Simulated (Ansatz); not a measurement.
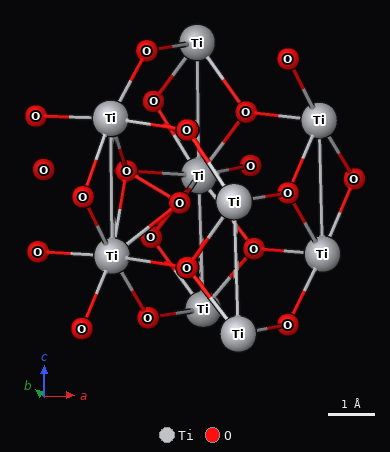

Starting structure of a defect cell of composition Ti₂₄O₄₉. Style: ball-and-stick. Shown: the atoms within 4.2 Å of the atom that moves most (axes of the cell of the calculation), slightly off an axis.

Computed with Ansatz 0.2.0, DFT, HSE06, PAW, plane waves.

Settings: plane-wave cutoff 420 eV; k-point mesh 1 × 1 × 1; mesh shifted by (0.25, 0.25, 0.25); no spin polarisation; atoms relaxed in a fixed cell; force threshold 0.03 eV/Å; at most 80 steps.

```
CELL_PARAMETERS angstrom
9.18283 0.00000 0.00000
0.00000 9.18283 0.00000
0.00000 0.00000 8.81661
ATOMIC_POSITIONS crystal
Ti 0.99792 0.00320 0.99625
Ti 0.99322 0.99383 0.33014
Ti 0.00527 0.00082 0.66215
Ti 0.99454 0.50338 0.00380
Ti 0.00318 0.49653 0.33548
Ti 0.99936 0.50157 0.66726
Ti 0.49412 0.00342 0.99738
Ti 0.50170 0.99472 0.33372
Ti 0.50371 0.00139 0.66750
Ti 0.50085 0.50761 0.99515
Ti 0.49545 0.49887 0.32854
Ti 0.51061 0.50152 0.66237
Ti 0.23830 0.23529 0.18064
Ti 0.25810 0.25110 0.50665
Ti 0.24602 0.25868 0.83396
Ti 0.24732 0.75128 0.16309
Ti 0.25345 0.74750 0.49721
Ti 0.25001 0.75147 0.82880
Ti 0.74469 0.25059 0.16111
Ti 0.75175 0.24885 0.49313
Ti 0.75329 0.25435 0.82720
Ti 0.74397 0.74754 0.16645
Ti 0.75148 0.74730 0.49997
Ti 0.75464 0.75826 0.83274
O 0.15658 0.15230 0.99797
O 0.14745 0.15268 0.34116
O 0.15436 0.15529 0.66875
O 0.15262 0.65097 0.99970
O 0.15275 0.65106 0.33015
O 0.15182 0.65228 0.66525
O 0.65171 0.15337 0.99529
O 0.65179 0.15116 0.33006
O 0.65140 0.15318 0.66673
O 0.65291 0.65377 0.99716
O 0.65426 0.65169 0.33268
O 0.65115 0.65902 0.66356
O 0.30489 0.39008 0.02743
O 0.34602 0.34601 0.33199
O 0.34996 0.35045 0.66529
O 0.34786 0.84688 0.99774
O 0.34675 0.84909 0.33300
O 0.35014 0.84268 0.66380
O 0.84759 0.34784 0.99973
O 0.84563 0.34773 0.33217
O 0.85150 0.34520 0.66039
O 0.84878 0.84944 0.99944
O 0.84725 0.84812 0.33027
O 0.84993 0.84929 0.66536
O 0.08772 0.39733 0.16851
O 0.09914 0.40419 0.49874
O 0.09335 0.40161 0.82920
O 0.09950 0.90437 0.16618
O 0.09865 0.90281 0.49904
O 0.09897 0.90192 0.83229
O 0.59654 0.40268 0.16527
O 0.59890 0.40218 0.49800
O 0.61785 0.41661 0.82215
O 0.59662 0.90247 0.16290
O 0.59929 0.90213 0.49551
O 0.59992 0.90316 0.83335
O 0.39829 0.09689 0.16628
O 0.40267 0.09789 0.49815
O 0.39592 0.08447 0.82465
O 0.40999 0.60753 0.16926
O 0.40307 0.59781 0.49631
O 0.40254 0.59471 0.83181
O 0.90345 0.09873 0.16516
O 0.90135 0.09575 0.49982
O 0.90542 0.09971 0.83229
O 0.90122 0.59998 0.16461
O 0.90100 0.59859 0.49849
O 0.90074 0.59854 0.83185
O 0.41878 0.30864 0.95570
```

> Predict the outcome.

The largest move is that of O73, 0.061 Å along [−2 1 −2]. By element the largest moves are O 0.061 Å, Ti 0.049 Å. The cell doesn't change. Some distances before and after: Ti15–O37 2.158 → 2.226 Å, Ti15–O63 2.112 → 2.153 Å, Ti15–O27 1.932 → 1.893 Å, Ti10–O37 2.118 → 2.081 Å. Among the angles between lasting bonds that change: Ti15–O73–O37 76.9° → 80.5°, Ti10–O73–Ti15 127.5° → 130.1°. Over 6 geometry steps the energy falls by 42.8 meV per cell of the calculation. The largest force component goes from 0.54 to 0.026 eV/Å.

After the run, drawn alike:

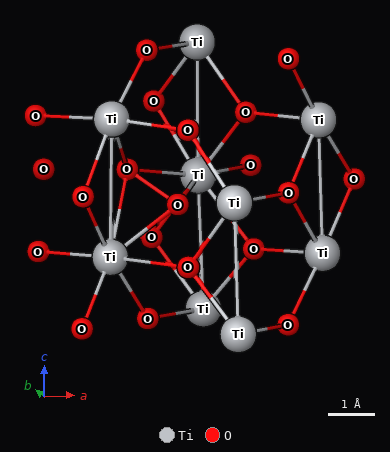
